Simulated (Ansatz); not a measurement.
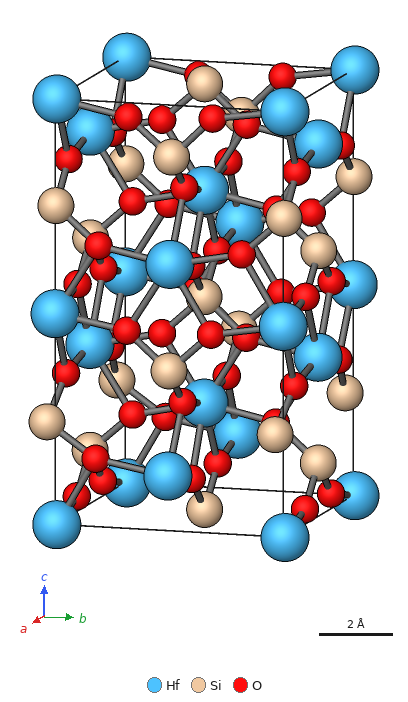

Figure 1. The structure as given in the input (ball-and-stick view of the cell of the calculation, seen slightly off an axis). An atom can appear more than once, as a periodic image.

**Single-point calculation, with input and output: Hf$_{8}$Si$_{8}$O$_{31}$ (part 1 of 2)**

Hf$_{8}$Si$_{8}$O$_{31}$ (defect cell, 47 atoms in the cell), computed with DFT PBE, scalar-relativistic, plane waves, PAW, spin-polarised (Ansatz 0.2.0).

The structure derives from an entry of the Crystallography Open Database.

### Input
```yaml
crystal:
  lattice:
    - [6.5725, 0.0, 0.0]
    - [0.0, 6.5725, 0.0]
    - [0.0, 0.0, 11.9264]
  atoms:
    - { symbol: Hf, position: [-0.0001051782, 0.4936644392, 0.12815485] }
    - { symbol: Hf, position: [0.4999390458, -0.0014056252, 0.3733774725] }
    - { symbol: Hf, position: [-6.31554e-05, 0.5024016678, 0.6257511797] }
    - { symbol: Hf, position: [0.4999225563, 0.0005526939, 0.8743685192] }
    - { symbol: Hf, position: [-6.83877e-05, 0.00695607, -0.0006957881] }
    - { symbol: Hf, position: [-4.70298e-05, -0.000582417, 0.4947935675] }
    - { symbol: Hf, position: [0.4999120635, 0.4996501784, 0.2506654198] }
    - { symbol: Hf, position: [0.4999123786, 0.5017142368, 0.7506051197] }
    - { symbol: Si, position: [0.499960716, -0.0003953107, 0.1249240174] }
    - { symbol: Si, position: [-6.37799e-05, 0.4988408412, 0.3752613088] }
    - { symbol: Si, position: [0.4999267245, 0.0017432797, 0.6238068079] }
    - { symbol: Si, position: [-8.41187e-05, 0.5099507673, 0.8780198295] }
    - { symbol: Si, position: [-8.12829e-05, -0.036061261, 0.2396148988] }
    - { symbol: Si, position: [0.4999147803, 0.5014017676, 0.0007492394] }
    - { symbol: Si, position: [-7.13748e-05, 0.0028867417, 0.748748797] }
    - { symbol: Si, position: [0.4999062583, 0.498997418, 0.5004289379] }
    - { symbol: O, position: [0.4998120432, 0.3145221728, 0.4093134626] }
    - { symbol: O, position: [-8.46715e-05, 0.817523964, 0.6586549989] }
    - { symbol: O, position: [0.499976673, 0.3152295687, 0.9107626195] }
    - { symbol: O, position: [0.6859702446, -0.001692883, 0.0348740586] }
    - { symbol: O, position: [0.1841657901, 0.5016531602, 0.2838805444] }
    - { symbol: O, position: [0.6857866066, 0.0014674255, 0.5336008389] }
    - { symbol: O, position: [0.1852745413, 0.5093419568, 0.7875429822] }
    - { symbol: O, position: [-0.0001481524, 0.1767735262, 0.159302264] }
    - { symbol: O, position: [-3.69913e-05, 0.1899347608, 0.66024244] }
    - { symbol: O, position: [0.4998629909, 0.6839766966, 0.4099080582] }
    - { symbol: O, position: [0.4999077203, 0.6867077971, 0.9104494363] }
    - { symbol: O, position: [0.3138647237, -0.001613835, 0.0349142495] }
    - { symbol: O, position: [0.3140694629, 0.0013744739, 0.533595989] }
    - { symbol: O, position: [0.8156287231, 0.5017312087, 0.2839312777] }
    - { symbol: O, position: [0.8146098768, 0.5093195535, 0.7875112561] }
    - { symbol: O, position: [0.5000890418, 0.1859701401, 0.2144188175] }
    - { symbol: O, position: [-2.23468e-05, 0.6826339571, 0.466056347] }
    - { symbol: O, position: [0.4998881302, 0.186712872, 0.7151433435] }
    - { symbol: O, position: [-9.71883e-05, 0.6901284018, 0.9739196639] }
    - { symbol: O, position: [0.1843267715, -0.0089204128, 0.3366703873] }
    - { symbol: O, position: [0.6860303571, 0.5019681718, 0.0910001064] }
    - { symbol: O, position: [0.1848296554, 0.0015128619, 0.840006129] }
    - { symbol: O, position: [0.6852156411, 0.4994536588, 0.5910811528] }
    - { symbol: O, position: [-5.86225e-05, 0.313336161, 0.4643374451] }
    - { symbol: O, position: [0.4998743412, 0.8131736516, 0.2143506421] }
    - { symbol: O, position: [-6.31833e-05, 0.320494528, 0.9660385294] }
    - { symbol: O, position: [0.499956857, 0.8163360892, 0.7147117427] }
    - { symbol: O, position: [0.3138035554, 0.5018401266, 0.0909930401] }
    - { symbol: O, position: [0.8155118107, -0.0092076506, 0.3367029909] }
    - { symbol: O, position: [0.3146441297, 0.4995011858, 0.591122007] }
    - { symbol: O, position: [0.8150363391, 0.0015739254, 0.8400002841] }
magnetization:
  spin_polarized: true
basis:
  ecutwfc: 420
  fft_grid_basis: typed
kpoints:
  mp_grid: { grid: [2, 2, 1] }
hamiltonian:
  xc: pbe
  pseudopotentials: { kind: paw }
scf:
  occupations: { method: gaussian, width: 0.05 }
  n_extra_bands: 17
output:
  forces: true
  stress: false
  eigenvalues: true
  bader: false
  write_density: false
  volumetric_format: npy
  populations: true
  band_densities: [{ e_range: [-2.21, -1.6] }, { e_range: [1.6, 2.21] }]
  dos:
    e_range: [-30, 8]
    de: 0.02
    method: { smearing: { sigma: 0.03, scheme: gaussian } }
    projected: { site_lists: { Hf: [Hf], O: [O], Si: [Si] } }
checkpoint:
  read: start.run
  write: ck
  compress: false
  write_wavefunctions: false
  write_every: 100000
```

Command:
```bash
ansatz run input.yaml --threads 4 --pin off --max-ram 10240MiB --backend cpu --events-out ev --progress --plain --runs-dir out
```

### Output
```
Warning: checkpoint.read: spin seed differs: saved b5df3ce1773f…, current 41879481ceb7…; the loaded state replaces the seed-built initial guess (but the starting_ns of a DFT+U solve that opens without the state's occupation matrices), so the run may converge into the producing seed's basin, or, where the symmetry group that follows from this deck's starting moments and starting_ns does not hold the saved magnetisation, lose that magnetisation at its first build. Where atoms have moved since the state was saved, this difference can also decide whether moments are moved with them. A self-consistent run of this deck without the state starts from its starting moments and, under a DFT+U term, its starting_ns
scf.n_extra_bands = 17 over 213 filled bands (N_el = 426.0): the run solves 230 bands
Engine: ansatz 0.2.0, aarch64-unknown-linux-gnu
Pseudopotentials: kind: paw
Pseudopotential: Hf, paw, valence charge 26, recommended cutoff 420 eV (normal), Hf.paw.azcp
Pseudopotential: Si, paw, valence charge 4, recommended cutoff 420 eV (normal), Si.paw.azcp
Pseudopotential: O, paw, valence charge 6, recommended cutoff 420 eV (normal), O.paw.azcp
Functional definition: PBE
  parameter kappa = 0.804
  parameter beta = 0.06672455060314922
  exchange = pbe_x(kappa = kappa, mu = beta*pi^2/3)
  correlation = pbe_c(beta = beta)
Crystal: 47 atoms, lattice volume = 515.194 Å³
Basis set: ecut = 420 eV, 10083 PW (Γ), exchange–correlation on 90×90×160 points (8 copies of the dense FFT grid, shifted against one another)
Bands: 230, of which v1, the nominal top of the filled ones, is band 213 counted from 1 (212 counted from 0)
Symmetry: 1 space group operations
Space group: P1 (ITA 1), of the structure as read, at distance tolerance 8.0e-5 Å
k-points: 4
Non-local potential: Hf, projectors of the file, l = 0: 3, l = 1: 2, l = 2: 2, l = 3: 3
Non-local potential: Si, projectors of the file, l = 0: 2, l = 1: 2, l = 2: 2
Non-local potential: O, projectors of the file, l = 0: 2, l = 1: 2, l = 2: 1
PAW form: soft (Blöchl's): semilocal exchange-correlation on the pseudo side does not see the compensation charge
PAW one-centre angular grid: Hf, 590 points (default); XC on 64 Gauss nodes
PAW one-centre angular grid: Si, 110 points (default); XC on 64 Gauss nodes
PAW one-centre angular grid: O, 110 points (default); XC on 64 Gauss nodes
Initial density: read from a saved state, or passed on in memory by an earlier SCF of this step, an earlier step, the calling program or the single point that the run made first
Stability of the state it starts from, as read at its close in the collinear treatment: not read negative (Ritz values of 1 − χ₀K, real part plus size of imaginary part, from 0.96 to 1.0, by its mixing steps under no symmetry); its run was given moments
Initial wavefunctions: pseudopotential atomic-orbital guess
Functional: x = pbe(κ = 0.804, μ = 0.2195149727645171), c = pbe(β = 0.06672455060314922)
iter 1 solved again at ethr=2.61e-7 eV; its pass at ethr=3.10e-3 eV (dr2=1.11e-3 eV) is discarded
SCF iter   1: F=—  HF=-148516.119936 eV  |F-HF|=—  |Δ(HF+E_count)|=         —  Δρ=2.22e-6 (↑2.20e-6 ↓2.22e-6)  dr2=7.78e-8  dr2_m=3.34e-12  M=0.000 μB ∫|m|=0.000 μB  β_m=0.30  ethr=2.61e-7  ⟨swp⟩=3.0  Hψ=13182  notcnv=0
eigensolver tolerance schedule: the retry pair's looser diagonalisation over-reported the residual by 14279.47 of it (diagonalisation noise at an unbounded share of the residual, at the tolerance the schedule requests for it); recorded, not acted on — ethr = c·dr2/N_el stays at c = 1.0e-1
preconditioner: auto → Resta (q_TF=auto, 2.643 Å⁻¹)  ε∞=5.2  [insulator: Δε(μ)=3.227 eV  Ē_g=16.201 eV  σ=0.050 eV  W_gap=1.00  n_scr=150 (ndim 8)  ℏωp=33.1 eV  f_vac=0.044  D(μ)=0.00/eV (n_scr^D=0)  ε∞_Penn≈5.2]
spin=Collinear: Resta preconditioning applied to the charge; magnetization (m = ρ↑ − ρ↓) channel mixes plain (no charge-response kernel on spin).
SCF iter   2: F=—  HF=-148516.119617 eV  |F-HF|=—  |Δ(HF+E_count)|=   3.19e-4  Δρ=1.21e-6 (↑1.21e-6 ↓1.21e-6)  dr2=3.12e-8  dr2_m=2.02e-12  M=0.000 μB ∫|m|=0.000 μB  β_m=0.40  ethr=1.83e-11  ⟨swp⟩=7.2  Hψ=7884  notcnv=0
SCF iter   3: F=-148516.119617 eV  HF=-148516.119617 eV  |F-HF|=1.20e-8  |Δ(HF+E_count)|=   1.37e-8  Δρ=8.15e-7 (↑8.15e-7 ↓8.13e-7)  dr2=1.48e-8  dr2_m=8.33e-13  M=0.000 μB ∫|m|=0.000 μB  ethr=7.31e-12  ⟨swp⟩=2.0  Hψ=4158  notcnv=0
SCF 1 converged in 3 iterations: F = -148516.119617 eV  dr2 = 1.48e-8
  greatest PAW one-centre occupation: 0.999 electrons in one spin orbital (limit 2), on the Hf atom at site 5 (counted from 0), in its partial waves of l = 0
NSCF: frozen V_eff on 4 k-points
SCF converged after 3 iterations
Magnetization: 0.0000 μB (213.0000 up, 213.0000 down)
Absolute magnetization: 0.0000 μB (∫|ρ↑−ρ↓|, with the PAW one-centre terms)
Spin contamination: 0.0000 ħ² per cell (⟨S²⟩ above its minimum at these occupations)
Per-site moments (μB) at R_I (Å): [(-9.223383702131895e-9, 0.8706375054064055), (-7.1174205007448226e-9, 0.8717048192443089), (-7.271330746964478e-10, 0.8639735170586271), (-5.97241678558924e-9, 0.8692003164652561), (-8.999875427063703e-9, 0.8656621723243709), (-6.380124540509236e-9, 0.8641707485684308), (-7.087053776269348e-9, 0.8685831890972189), (-5.995132244622194e-10, 0.8710749842408848), (-3.610184202563751e-9, 0.6700944323343736), (-3.4417557849767294e-9, 0.6670680256102585), (3.588007573185378e-10, 0.6714554296679571), (7.394944602773524e-9, 0.6713175141563347), (1.5951938373162608e-9, 0.6952401180024294), (-4.083838373737729e-9, 0.6706345869826735), (-2.7678733286920914e-9, 0.6683989259250195), (-1.6494244766235229e-10, 0.6706928868209323), (2.6820759240118528e-9, 0.6716205373905764), (1.3555681340686542e-9, 0.6700790531105549), (1.3958075808376473e-9, 0.6713786531733068), (3.9853875621146595e-8, 0.6712619635793309), (3.466139419882018e-8, 0.6720403047980199), (2.3327952129259752e-9, 0.6714554296679571), (1.5272580224132964e-9, 0.6713207056187276), (-8.050120774756183e-8, 0.6993376045615857), (1.2000648529738497e-9, 0.6683989259250195), (1.7480285215294148e-9, 0.6706928868209323), (2.3048752486155624e-9, 0.6706345869826735), (3.919778780511028e-8, 0.6713065614442794), (1.6671185127276245e-9, 0.6714661958588832), (3.4374511836823886e-8, 0.672032877948706), (2.1455231909399793e-9, 0.6713175141563347), (4.89377965803451e-9, 0.6701806631095542), (1.102234100214023e-9, 0.6691911733640422), (1.1602835503432603e-9, 0.6733444069186563), (-1.37557733005423e-7, 0.6791248213344074), (6.136303331527164e-8, 0.6952401180024294), (4.7591828453529476e-8, 0.6721230522430461), (2.6706962995041218e-8, 0.672956262188157), (-1.7344581816768322e-10, 0.6717922454385734), (1.7183290787087587e-9, 0.6670680256102585), (6.317947263531828e-11, 0.6700944323343736), (6.517911645318608e-8, 0.6718171358482832), (7.315274195962911e-10, 0.6728152171779421), (4.7949111343200234e-8, 0.672090526521592), (6.235581363645087e-8, 0.6952660710828126), (5.718937716152231e-10, 0.671830153961606), (2.66777811971204e-8, 0.6729185234036636)]
Free energy (F): -148516.119617 eV
Harris-Foulkes:  -148516.119617 eV  (|F-HF|=1.20e-8)
Internal energy: -148516.119617 eV  (E = F + TS)
E sigma→0 (E₀):  -148516.119617 eV
Fermi energy:    13.283939 eV
--- Per-component energies (eV) ---
  E_band       = -884.896613
  E_kinetic    = 9215.643052
  E_local      = -63992.252070  (includes V_loc(G=0)·N_el)
  E_nonlocal   = -8259.244380
  E_hartree    = 28665.095586
  E_xc         = -5145.007117
  E_vxc        = -5444.701892  (∫ρ·V_xc dr)
  E_paw        = -64432.407654  (= ΣΔE_a)
  E_vpaw       = 10265.392085  (= ΣTr[D̂ρ^β])
  E_aug_tail   = 0.077471  (compensation charges beyond the density's cutoff)
  E_ewald      = -44568.024506
  E_smearing   = -0.000000  (= −TS)
  E_closure    = -0.000000  (closes the sum)
  Σ components = -148516.119617   (vs F -148516.119617, Δ=0.00e0)
--- Forces (eV/Å), atoms counted from 1 ---
  atom   1  Hf     0.00127006    -0.02064469    -0.03415524
  atom   2  Hf    -0.00155423     0.00285081     0.00370234
  atom   3  Hf    -0.00144188     0.00196136     0.01884371
  atom   4  Hf     0.00076887    -0.00419923    -0.00555821
  atom   5  Hf    -0.00044347     0.04429877     0.00915548
  atom   6  Hf    -0.00214072    -0.01523773     0.00841244
  atom   7  Hf    -0.00041578    -0.00323149    -0.00828453
  atom   8  Hf     0.00219537    -0.00057613     0.00794013
  atom   9  Si    -0.00296819     0.00442215    -0.00356220
  atom  10  Si    -0.00092536     0.02445861     0.00082346
  atom  11  Si     0.00013249     0.00146500     0.01219147
  atom  12  Si     0.00113128    -0.00135081    -0.00293104
  atom  13  Si     0.00030557     0.03518755     0.00597660
  atom  14  Si     0.00124257    -0.00642063    -0.01734137
  atom  15  Si     0.00114536    -0.00305398    -0.01358440
  atom  16  Si    -0.00135512     0.00510018     0.03012978
  atom  17  O      0.00227699    -0.00456474    -0.00274222
  atom  18  O      0.00000840    -0.00616711    -0.00203071
  atom  19  O     -0.00065344     0.00761792     0.00278085
  atom  20  O      0.00998783    -0.00724704     0.00935337
  atom  21  O      0.00313032    -0.00419907     0.00064043
  atom  22  O     -0.00154078     0.00151439    -0.00377159
  atom  23  O      0.00231814    -0.00279775    -0.00035280
  atom  24  O     -0.00073063    -0.01392881     0.00680533
  atom  25  O      0.00004765    -0.00049735    -0.00691730
  atom  26  O      0.00056698    -0.01140939    -0.00556565
  atom  27  O     -0.00011504    -0.00282464     0.00029192
  atom  28  O     -0.00717070    -0.00698949     0.00860288
  atom  29  O      0.00302814     0.00255324    -0.00268382
  atom  30  O     -0.00231259    -0.00616919    -0.00228441
  atom  31  O     -0.00494990    -0.00229195     0.00079761
  atom  32  O     -0.00197821     0.00117136    -0.00234282
  atom  33  O      0.00063404    -0.00066151    -0.01431749
  atom  34  O      0.00027387    -0.00494200    -0.00346768
  atom  35  O      0.00047510    -0.02501966     0.02484578
  atom  36  O     -0.00916429    -0.01037093    -0.00512681
  atom  37  O      0.00357721     0.00092738     0.00495418
  atom  38  O     -0.00087028     0.00274869     0.00133792
  atom  39  O      0.00098776     0.00232544    -0.00522374
  atom  40  O     -0.00055738     0.00330714    -0.00841848
  atom  41  O      0.00044524    -0.00082642    -0.00613298
  atom  42  O     -0.00108339     0.01652253     0.00856273
  atom  43  O      0.00000411     0.00519492    -0.00171331
  atom  44  O     -0.00492513     0.00277458     0.00554339
  atom  45  O      0.01189701    -0.00416485    -0.00762823
  atom  46  O      0.00036158     0.00147471    -0.00734275
  atom  47  O     -0.00091597     0.00190937     0.00178457
  max |Σ_I F_I| component: 3.42e-6 eV/Å
--- Band table (eV; the first three rows and the last of 8) ---
```
